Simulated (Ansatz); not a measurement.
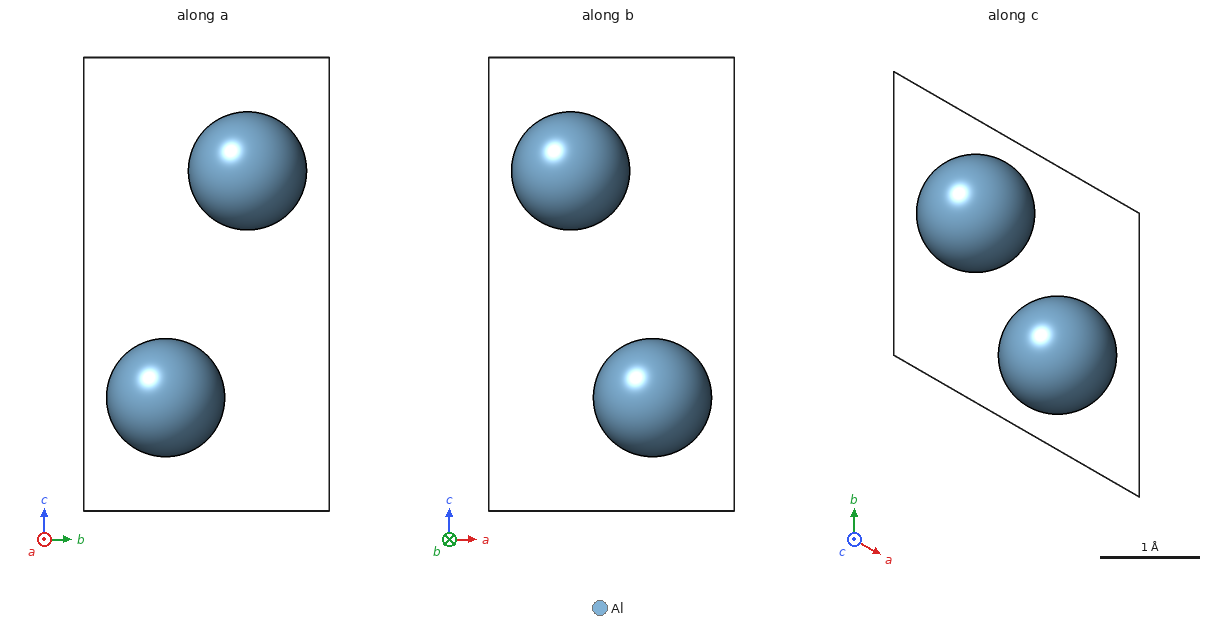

Spheres-only representation of a periodic structure, projected along the a axis, along the b axis and along the c axis. The lines enclose the conventional unit cell; boundary atoms appear with their images.

Lattice parameters: a = 2.8738 Å, b = 2.8738 Å, c = 4.5953 Å, α = 90.000°, β = 90.000°, γ = 120.000°.

> Reconstruct the structure as a CIF with its space group and independent sites.

```cif
data_structure
_symmetry_space_group_name_H-M 'P 63/m m c'
_symmetry_Int_Tables_number 194
_cell_length_a 2.8738
_cell_length_b 2.8738
_cell_length_c 4.5953
_cell_angle_alpha 90.000
_cell_angle_beta 90.000
_cell_angle_gamma 120.000
_cell_volume 32.87
loop_
_atom_site_label
_atom_site_type_symbol
_atom_site_symmetry_multiplicity
_atom_site_Wyckoff_symbol
_atom_site_fract_x
_atom_site_fract_y
_atom_site_fract_z
_atom_site_occupancy
Al1 Al 2 d 0.3333 0.6667 0.7500 1
```

The initial geometry was a structure type filled with this element by a generator (whether the element takes this form wasn't checked). The cell was then strained or its atoms displaced on purpose. It was relaxed at fixed volume with DFT HSE06, scalar-relativistic, plane waves, PAW in Ansatz.
